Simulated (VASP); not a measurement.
# Run report: GaN, geometry relaxation (part 1 of 5)

GaN (slab, 8 atoms in the cell), computed with Kohn-Sham DFT of a periodic cell, PBEsol, VASP PAW PBE potentials, recommended, no spin polarisation (VASP 6.6.1).

The structure derives from an entry of the Crystallography Open Database.

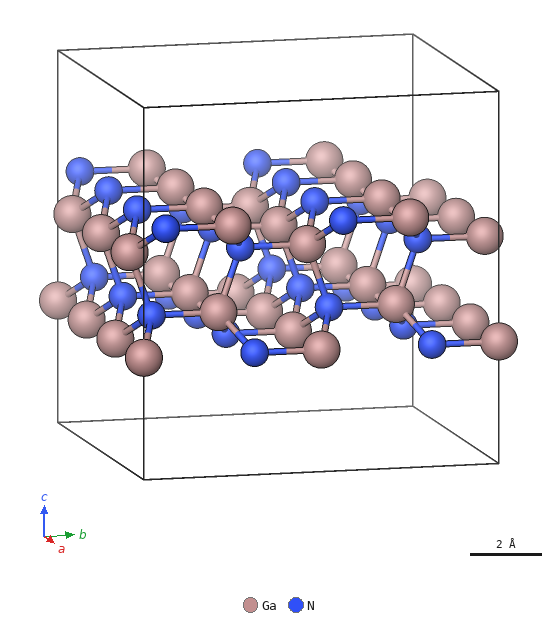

Figure 1. The input geometry (ball-and-stick view of the 3 × 2 repeat of the cell, with the vacuum cut short, seen slightly off an axis).

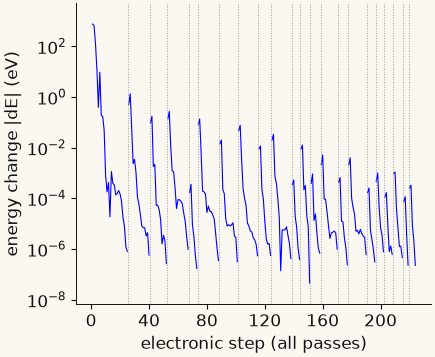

Figure 2. Convergence of the self-consistent field: energy change |dE| against the electronic step. Each stretch between dotted lines is the SCF of one geometry step of a relaxation. The 22 ionic steps take 4 to 25 electronic steps each. The density is held fixed in the first few steps, and dE rises again when its update begins.

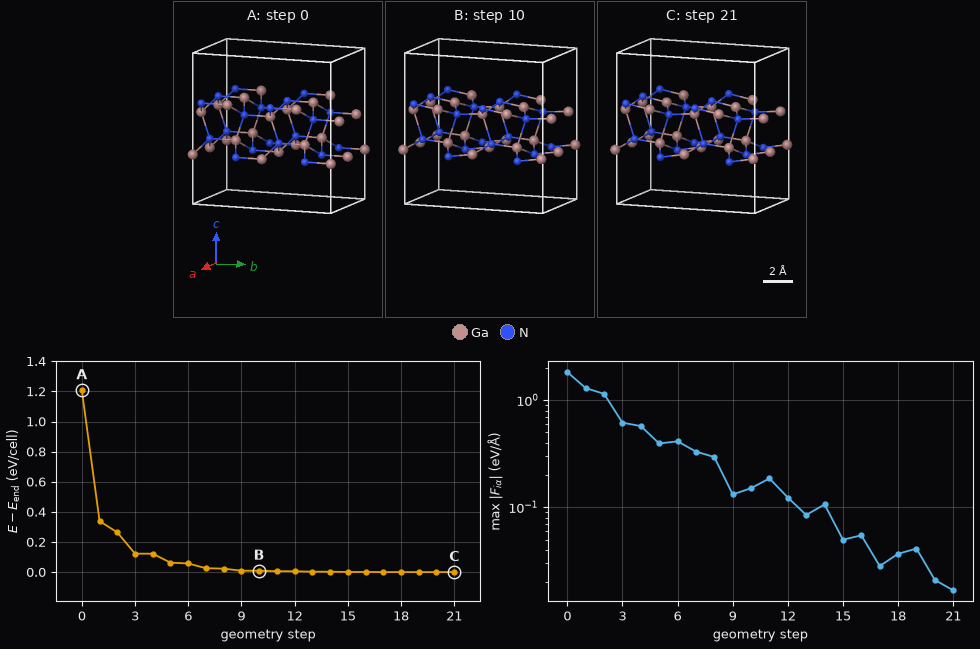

Figure 3. Frames of the relaxation (ball-and-stick view of the 2 × 2 repeat of the cell, with the vacuum cut short, seen slightly off an axis) above the curves, on which the letters mark them (steps are counted from 0).

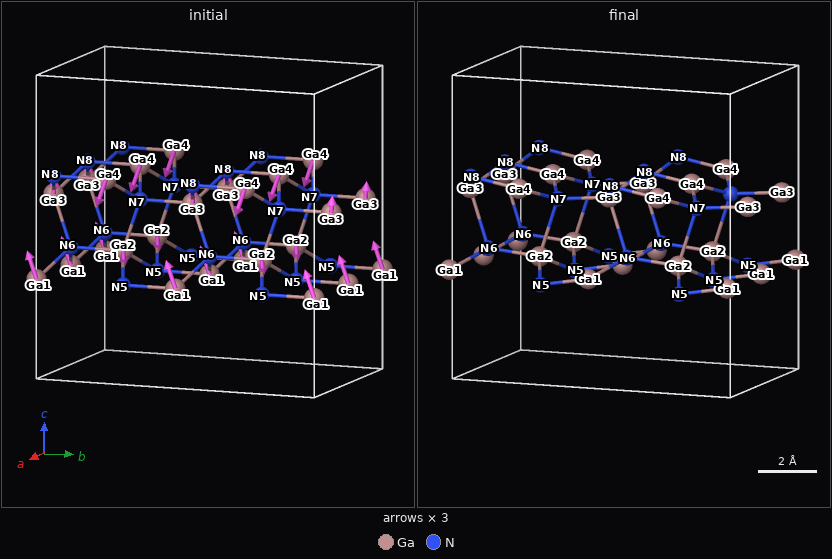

Figure 4. Before (left) and after (right) the relaxation, at one scale (ball-and-stick view of the 2 × 2 repeat of the cell, with the vacuum cut short, seen slightly off an axis). The pink arrows give the displacements, magnified 3 times. The largest moves, 0.35 Å, are those of Ga1 and Ga4. Largest moves by element: Ga 0.35 Å, N 0.07 Å. The cell stays as it was. Distances before and after: Ga2–N7 1.944 → 2.178 Å, Ga1–N5 1.952 → 1.816 Å, Ga2–N5 1.944 → 1.862 Å, Ga1–N6 1.944 → 1.872 Å. Among the angles that change: Ga1–N6–Ga3 109.7° → 98.4°, N7–Ga4–N8 109.2° → 118.7°, N8–Ga3–N8 109.7° → 117.3°. Over 21 geometry steps the energy falls by 1.207 eV per cell of the calculation. Largest force component: 1.8 eV/Å at the start, 0.017 eV/Å at the end. (Atoms are counted from 1 in the order of the input.)

The input that produced these results follows, with the program's output.

### INCAR
```
SYSTEM = GaN
  PREC = Accurate
  ENCUT = 520
  EDIFF = 1E-6
  ISMEAR = 0
  SIGMA = 0.03
  LREAL = .False.
  LASPH = .True.
  NELM = 80
  ALGO = Normal
  ISIF = 2
  LWAVE = .False.
  LCHARG = .False.
  LDIPOL = .True.
  IDIPOL = 3
  DIPOL = 0.5 0.5 0.500
  GGA = PS
  IBRION = 2
  NSW = 80
  EDIFFG = -0.02
  KPAR = 4
```

### KPOINTS
```
regular mesh
0
Gamma
  8 5 1
  0 0 0
```

### POSCAR
```
GaN
1.0
    3.1802300300      0.0000000000      0.0000000000
    0.0000000000      5.1832170000      0.0000000000
    0.0000000000      0.0000000000     18.6722151400
Ga N
4 4
Direct
    0.9999994900      0.0007600000      0.4016663200
    0.5000004900      0.5007600000      0.4508332400
    0.4999994800      0.0007600000      0.5491667600
    0.0000004800      0.5007600000      0.5983336800
    0.9999994900      0.6242400000      0.4016663200
    0.5000004900      0.1242400000      0.4508332400
    0.4999994800      0.6242400000      0.5491667600
    0.0000004800      0.1242400000      0.5983336800
```

Launch command:
```bash
cat potpaw_PBE.64/Ga_d/POTCAR potpaw_PBE.64/N/POTCAR > POTCAR
mpirun -np 4 vasp_std > vasp.out
```

### OSZICAR
```
N       E                     dE             d eps       ncg     rms          rms(c)
DAV:   1     0.746714116311E+03    0.74671E+03   -0.34014E+04  1350   0.198E+03
DAV:   2     0.822682597643E+02   -0.66445E+03   -0.64711E+03  1645   0.522E+02
DAV:   3    -0.451583210286E+02   -0.12743E+03   -0.12434E+03  1582   0.193E+02
DAV:   4    -0.570604856870E+02   -0.11902E+02   -0.11826E+02  1732   0.597E+01
DAV:   5    -0.574495092140E+02   -0.38902E+00   -0.38805E+00  1868   0.109E+01    0.153E+01
DAV:   6    -0.480169555706E+02    0.94326E+01   -0.40242E+01  2436   0.767E+01    0.493E+00
DAV:   7    -0.482014960493E+02   -0.18454E+00   -0.55039E+00  1548   0.142E+01    0.400E+00
DAV:   8    -0.480307013602E+02    0.17079E+00   -0.65253E-01  1833   0.123E+01    0.160E+00
DAV:   9    -0.479826429777E+02    0.48058E-01   -0.28908E-01  1593   0.428E+00    0.697E-01
DAV:  10    -0.479834494254E+02   -0.80645E-03   -0.38579E-02  1544   0.170E+00    0.429E-01
DAV:  11    -0.479832702609E+02    0.17916E-03   -0.16039E-02  1844   0.149E+00    0.195E-01
DAV:  12    -0.479836880697E+02   -0.41781E-03   -0.87499E-03  1552   0.664E-01    0.116E-01
DAV:  13    -0.479837065193E+02   -0.18450E-04   -0.32936E-03  1734   0.576E-01    0.115E-01
DAV:  14    -0.479848444211E+02   -0.11379E-02   -0.18697E-03  1716   0.383E-01    0.939E-02
DAV:  15    -0.479852333833E+02   -0.38896E-03   -0.10100E-03  1820   0.216E-01    0.385E-02
DAV:  16    -0.479855717579E+02   -0.33837E-03   -0.61586E-04  1903   0.262E-01    0.307E-02
DAV:  17    -0.479857080029E+02   -0.13625E-03   -0.24897E-04  1550   0.104E-01    0.280E-02
DAV:  18    -0.479858611314E+02   -0.15313E-03   -0.84422E-05  1625   0.101E-01    0.745E-03
DAV:  19    -0.479860637786E+02   -0.20265E-03   -0.32621E-05  1673   0.740E-02    0.939E-03
DAV:  20    -0.479862103620E+02   -0.14658E-03   -0.17026E-05  1468   0.329E-02    0.918E-03
DAV:  21    -0.479862865064E+02   -0.76144E-04   -0.15565E-05  1690   0.453E-02    0.307E-03
DAV:  22    -0.479863038017E+02   -0.17295E-04   -0.20392E-06  1175   0.130E-02    0.180E-03
DAV:  23    -0.479863117291E+02   -0.79274E-05   -0.10450E-06  1072   0.860E-03    0.771E-04
DAV:  24    -0.479863129548E+02   -0.12257E-05   -0.23222E-07  1078   0.393E-03    0.497E-04
DAV:  25    -0.479863137552E+02   -0.80039E-06   -0.10707E-07   966   0.303E-03
   1 F= -.47986314E+02 E0= -.47986314E+02  d E =-.479863E+02
       N       E                     dE             d eps       ncg     rms          rms(c)
DAV:   1    -0.474714665329E+02    0.51485E+00   -0.26142E+02  1523   0.105E+02    0.283E+00
DAV:   2    -0.487947180048E+02   -0.13233E+01   -0.14034E+01  1552   0.299E+01    0.123E+00
DAV:   3    -0.488568234100E+02   -0.62105E-01   -0.12684E+00  1993   0.117E+01    0.902E-01
DAV:   4    -0.488591605516E+02   -0.23371E-02   -0.13358E-01  1829   0.349E+00    0.645E-01
DAV:   5    -0.488557488185E+02    0.34117E-02   -0.30992E-02  1677   0.142E+00    0.303E-01
DAV:   6    -0.488547186347E+02    0.10302E-02   -0.66594E-03  2077   0.137E+00    0.847E-02
DAV:   7    -0.488548309175E+02   -0.11228E-03   -0.30407E-03  1602   0.648E-01    0.524E-02
DAV:   8    -0.488548898069E+02   -0.58889E-04   -0.64148E-04  1748   0.324E-01    0.214E-02
DAV:   9    -0.488549128483E+02   -0.23041E-04   -0.23137E-04  1563   0.212E-01    0.138E-02
DAV:  10    -0.488549208966E+02   -0.80483E-05   -0.49214E-05  1768   0.825E-02    0.834E-03
DAV:  11    -0.488549278006E+02   -0.69040E-05   -0.94705E-06  1509   0.277E-02    0.361E-03
DAV:  12    -0.488549346411E+02   -0.68405E-05   -0.34246E-06  1231   0.129E-02    0.292E-03
DAV:  13    -0.488549379194E+02   -0.32782E-05   -0.93016E-07  1093   0.822E-03    0.199E-03
DAV:  14    -0.488549423215E+02   -0.44021E-05   -0.10724E-06   916   0.112E-02    0.170E-03
DAV:  15    -0.488549428939E+02   -0.57243E-06   -0.43017E-07  1116   0.883E-03
   2 F= -.48854943E+02 E0= -.48854943E+02  d E =-.868629E+00
       N       E                     dE             d eps       ncg     rms          rms(c)
DAV:   1    -0.487597696402E+02    0.95173E-01   -0.35857E+01  1344   0.349E+01    0.772E-01
DAV:   2    -0.489298525234E+02   -0.17008E+00   -0.17713E+00  1829   0.969E+00    0.462E-01
DAV:   3    -0.489316552477E+02   -0.18027E-02   -0.64412E-02  1786   0.184E+00    0.295E-01
DAV:   4    -0.489294808496E+02    0.21744E-02   -0.58152E-03  1827   0.167E+00    0.142E-01
DAV:   5    -0.489294285446E+02    0.52305E-04   -0.61803E-03  1661   0.528E-01    0.614E-02
DAV:   6    -0.489294828256E+02   -0.54281E-04   -0.97974E-04  1606   0.564E-01    0.348E-02
DAV:   7    -0.489295176207E+02   -0.34795E-04   -0.26640E-04  1534   0.245E-01    0.231E-02
DAV:   8    -0.489295323644E+02   -0.14744E-04   -0.74573E-05  1643   0.212E-01    0.888E-03
DAV:   9    -0.489295339436E+02   -0.15792E-05   -0.25793E-05  1830   0.133E-01    0.571E-03
DAV:  10    -0.489295373835E+02   -0.34399E-05   -0.10310E-05  1767   0.377E-02    0.432E-03
DAV:  11    -0.489295395076E+02   -0.21241E-05   -0.38724E-06  1321   0.180E-02    0.123E-03
DAV:  12    -0.489295397702E+02   -0.26252E-06   -0.33542E-07  1044   0.831E-03
   3 F= -.48929540E+02 E0= -.48929540E+02  d E =-.943226E+00
       N       E                     dE             d eps       ncg     rms          rms(c)
DAV:   1    -0.487933809190E+02    0.13616E+00   -0.77091E+01  1579   0.508E+01    0.108E+00
DAV:   2    -0.490615736087E+02   -0.26819E+00   -0.27815E+00  1641   0.121E+01    0.573E-01
DAV:   3    -0.490725597890E+02   -0.10986E-01   -0.20052E-01  2009   0.361E+00    0.410E-01
DAV:   4    -0.490713326446E+02    0.12271E-02   -0.12101E-02  1683   0.116E+00    0.242E-01
DAV:   5    -0.490702172651E+02    0.11154E-02   -0.61510E-03  1830   0.718E-01    0.527E-02
DAV:   6    -0.490704702394E+02   -0.25297E-03   -0.21304E-03  1467   0.276E-01    0.556E-02
DAV:   7    -0.490705094125E+02   -0.39173E-04   -0.15538E-04  1798   0.956E-02    0.403E-02
DAV:   8    -0.490705977623E+02   -0.88350E-04   -0.50442E-05  1791   0.723E-02    0.151E-02
DAV:   9    -0.490706852742E+02   -0.87512E-04   -0.42315E-05  1563   0.380E-02    0.698E-03
DAV:  10    -0.490707621939E+02   -0.76920E-04   -0.17755E-05  1592   0.554E-02    0.405E-03
DAV:  11    -0.490708220528E+02   -0.59859E-04   -0.13296E-05  1216   0.211E-02    0.393E-03
DAV:  12    -0.490708472762E+02   -0.25223E-04   -0.53445E-06  1202   0.208E-02    0.179E-03
DAV:  13    -0.490708596350E+02   -0.12359E-04   -0.30031E-06  1115   0.846E-03    0.145E-03
DAV:  14    -0.490708626839E+02   -0.30489E-05   -0.66709E-07  1113   0.757E-03    0.608E-04
DAV:  15    -0.490708636522E+02   -0.96827E-06   -0.49156E-07  1024   0.418E-03
   4 F= -.49070864E+02 E0= -.49070864E+02  d E =-.141324E+00
       N       E                     dE             d eps       ncg     rms          rms(c)
DAV:   1    -0.490706972519E+02    0.16543E-03   -0.97468E-02  1406   0.171E+00    0.311E-02
DAV:   2    -0.490710518003E+02   -0.35455E-03   -0.36989E-03  1832   0.479E-01    0.205E-02
DAV:   3    -0.490710606247E+02   -0.88244E-05   -0.18946E-04  1766   0.159E-01    0.129E-02
DAV:   4    -0.490710575159E+02    0.31089E-05   -0.24411E-05  1761   0.101E-01    0.730E-03
DAV:   5    -0.490710569459E+02    0.56995E-06   -0.15772E-05  1833   0.492E-02    0.242E-03
DAV:   6    -0.490710571156E+02   -0.16974E-06   -0.29836E-06  1169   0.184E-02
   5 F= -.49071057E+02 E0= -.49071057E+02  d E =-.141517E+00
       N       E                     dE             d eps       ncg     rms          rms(c)
DAV:   1    -0.489905896516E+02    0.80467E-01   -0.30078E+01  1428   0.306E+01    0.536E-01
DAV:   2    -0.491240613061E+02   -0.13347E+00   -0.13789E+00  1759   0.818E+00    0.321E-01
DAV:   3    -0.491306358722E+02   -0.65746E-02   -0.10048E-01  1870   0.333E+00    0.200E-01
DAV:   4    -0.491304445186E+02    0.19135E-03   -0.74855E-03  1615   0.137E+00    0.121E-01
DAV:   5    -0.491302647597E+02    0.17976E-03   -0.35135E-03  1615   0.783E-01    0.309E-02
DAV:   6    -0.491304141406E+02   -0.14938E-03   -0.12183E-03  1627   0.253E-01    0.338E-02
DAV:   7    -0.491304417857E+02   -0.27645E-04   -0.87614E-05  1717   0.204E-01    0.181E-02
DAV:   8    -0.491304912137E+02   -0.49428E-04   -0.61508E-05  1605   0.595E-02    0.603E-03
DAV:   9    -0.491305220536E+02   -0.30840E-04   -0.10309E-05  1779   0.168E-02    0.400E-03
DAV:  10    -0.491305520205E+02   -0.29967E-04   -0.35456E-06  1118   0.186E-02    0.239E-03
DAV:  11    -0.491305740184E+02   -0.21998E-04   -0.36616E-06  1172   0.177E-02    0.182E-03
DAV:  12    -0.491305897131E+02   -0.15695E-04   -0.34469E-06  1091   0.178E-02    0.114E-03
DAV:  13    -0.491305940437E+02   -0.43305E-05   -0.12247E-06  1076   0.104E-02    0.621E-04
DAV:  14    -0.491305951080E+02   -0.10643E-05   -0.28382E-07  1058   0.368E-03    0.428E-04
DAV:  15    -0.491305954579E+02   -0.34990E-06   -0.16280E-07  1008   0.386E-03
   6 F= -.49130595E+02 E0= -.49130595E+02  d E =-.595383E-01
       N       E                     dE             d eps       ncg     rms          rms(c)
DAV:   1    -0.491161232133E+02    0.14472E-01   -0.50877E+00  1416   0.123E+01    0.201E-01
DAV:   2    -0.491358778082E+02   -0.19755E-01   -0.20203E-01  1875   0.298E+00    0.113E-01
DAV:   3    -0.491360934074E+02   -0.21560E-03   -0.50043E-03  1906   0.444E-01    0.759E-02
DAV:   4    -0.491359415392E+02    0.15187E-03   -0.63991E-04  1601   0.319E-01    0.234E-02
DAV:   5    -0.491359569769E+02   -0.15438E-04   -0.27891E-04  1940   0.231E-01    0.164E-02
DAV:   6    -0.491359649678E+02   -0.79909E-05   -0.63116E-05  1585   0.605E-02    0.126E-02
DAV:   7    -0.491359740669E+02   -0.90991E-05   -0.12034E-05  1582   0.770E-02    0.333E-03
DAV:   8    -0.491359822012E+02   -0.81343E-05   -0.57367E-06  1456   0.279E-02    0.235E-03
DAV:   9    -0.491359911560E+02   -0.89548E-05   -0.83578E-07  1031   0.168E-02    0.107E-03
DAV:  10    -0.491360019890E+02   -0.10833E-04   -0.19637E-06  1091   0.162E-02    0.142E-03
DAV:  11    -0.491360052318E+02   -0.32429E-05   -0.92949E-07  1106   0.218E-02    0.608E-04
DAV:  12    -0.491360080449E+02   -0.28131E-05   -0.67286E-07  1021   0.654E-03    0.417E-04
DAV:  13    -0.491360083608E+02   -0.31583E-06   -0.15426E-07  1108   0.435E-03
   7 F= -.49136008E+02 E0= -.49136008E+02  d E =-.649512E-01
       N       E                     dE             d eps       ncg     rms          rms(c)
DAV:   1    -0.490888602339E+02    0.47148E-01   -0.19486E+01  1329   0.252E+01    0.499E-01
DAV:   2    -0.491645686558E+02   -0.75708E-01   -0.79644E-01  1647   0.624E+00    0.269E-01
DAV:   3    -0.491676704575E+02   -0.31018E-02   -0.48286E-02  1886   0.176E+00    0.194E-01
DAV:   4    -0.491674366078E+02    0.23385E-03   -0.42765E-03  1640   0.857E-01    0.102E-01
DAV:   5    -0.491673366240E+02    0.99984E-04   -0.14728E-03  1745   0.615E-01    0.297E-02
DAV:   6    -0.491673914154E+02   -0.54791E-04   -0.59458E-04  1493   0.250E-01    0.248E-02
DAV:   7    -0.491674019990E+02   -0.10584E-04   -0.13414E-04  1681   0.193E-01    0.151E-02
DAV:   8    -0.491674101242E+02   -0.81252E-05   -0.43312E-05  1822   0.664E-02    0.807E-03
DAV:   9    -0.491674152270E+02   -0.51028E-05   -0.56213E-06  1349   0.439E-02    0.396E-03
DAV:  10    -0.491674199522E+02   -0.47251E-05   -0.24708E-06  1173   0.255E-02    0.133E-03
DAV:  11    -0.491674227605E+02   -0.28083E-05   -0.11646E-06  1039   0.850E-03    0.839E-04
DAV:  12    -0.491674250594E+02   -0.22988E-05   -0.47142E-07  1029   0.513E-03    0.931E-04
DAV:  13    -0.491674265983E+02   -0.15390E-05   -0.36134E-07  1023   0.400E-03    0.459E-04
DAV:  14    -0.491674271347E+02   -0.53642E-06   -0.13454E-07  1055   0.258E-03
   8 F= -.49167427E+02 E0= -.49167427E+02  d E =-.314188E-01
       N       E                     dE             d eps       ncg     rms          rms(c)
DAV:   1    -0.491585422617E+02    0.88843E-02   -0.32481E+00  1329   0.102E+01    0.188E-01
DAV:   2    -0.491701692020E+02   -0.11627E-01   -0.12253E-01  1724   0.244E+00    0.107E-01
DAV:   3    -0.491703965658E+02   -0.22736E-03   -0.45047E-03  1923   0.510E-01    0.708E-02
DAV:   4    -0.491703042838E+02    0.92282E-04   -0.53591E-04  1685   0.427E-01    0.267E-02
DAV:   5    -0.491703170537E+02   -0.12770E-04   -0.25163E-04  1932   0.217E-01    0.117E-02
DAV:   6    -0.491703195721E+02   -0.25184E-05   -0.46850E-05  1869   0.657E-02    0.845E-03
DAV:   7    -0.491703211217E+02   -0.15495E-05   -0.10445E-05  1676   0.300E-02    0.415E-03
DAV:   8    -0.491703227768E+02   -0.16551E-05   -0.57182E-06  1322   0.179E-02    0.121E-03
DAV:   9    -0.491703233303E+02   -0.55353E-06   -0.23407E-07   993   0.684E-03
   9 F= -.49170323E+02 E0= -.49170323E+02  d E =-.343150E-01
       N       E                     dE             d eps       ncg     rms          rms(c)
DAV:   1    -0.491503809378E+02    0.19942E-01   -0.11251E+01  1299   0.176E+01    0.495E-01
DAV:   2    -0.491838192605E+02   -0.33438E-01   -0.36863E-01  1762   0.435E+00    0.257E-01
DAV:   3    -0.491845408791E+02   -0.72162E-03   -0.24170E-02  1729   0.127E+00    0.187E-01
DAV:   4    -0.491841427686E+02    0.39811E-03   -0.22867E-03  1935   0.121E+00    0.993E-02
DAV:   5    -0.491840455187E+02    0.97250E-04   -0.16640E-03  1734   0.314E-01    0.235E-02
DAV:   6    -0.491840627476E+02   -0.17229E-04   -0.25865E-04  1944   0.128E-01    0.179E-02
DAV:   7    -0.491840628851E+02   -0.13747E-06   -0.15347E-05  1742   0.810E-02    0.110E-02
DAV:   8    -0.491840685672E+02   -0.56821E-05   -0.19202E-05  1774   0.416E-02    0.367E-03
DAV:   9    -0.491840741581E+02   -0.55909E-05   -0.10598E-05  1515   0.506E-02    0.186E-03
DAV:  10    -0.491840798698E+02   -0.57118E-05   -0.12260E-06  1021   0.272E-02    0.142E-03
DAV:  11    -0.491840872998E+02   -0.74300E-05   -0.15562E-06  1056   0.195E-02    0.975E-04
DAV:  12    -0.491840906993E+02   -0.33995E-05   -0.65015E-07  1082   0.588E-03    0.420E-04
DAV:  13    -0.491840923808E+02   -0.16814E-05   -0.30580E-07  1032   0.543E-03    0.268E-04
DAV:  14    -0.491840927961E+02   -0.41532E-06   -0.10602E-07  1086   0.376E-03
  10 F= -.49184093E+02 E0= -.49184093E+02  d E =-.137695E-01
       N       E                     dE             d eps       ncg     rms          rms(c)
DAV:   1    -0.491837357495E+02    0.35663E-03   -0.19041E-01  1305   0.229E+00    0.532E-02
DAV:   2    -0.491842619693E+02   -0.52622E-03   -0.58335E-03  1741   0.565E-01    0.319E-02
DAV:   3    -0.491842812001E+02   -0.19231E-04   -0.45472E-04  1675   0.203E-01    0.204E-02
```
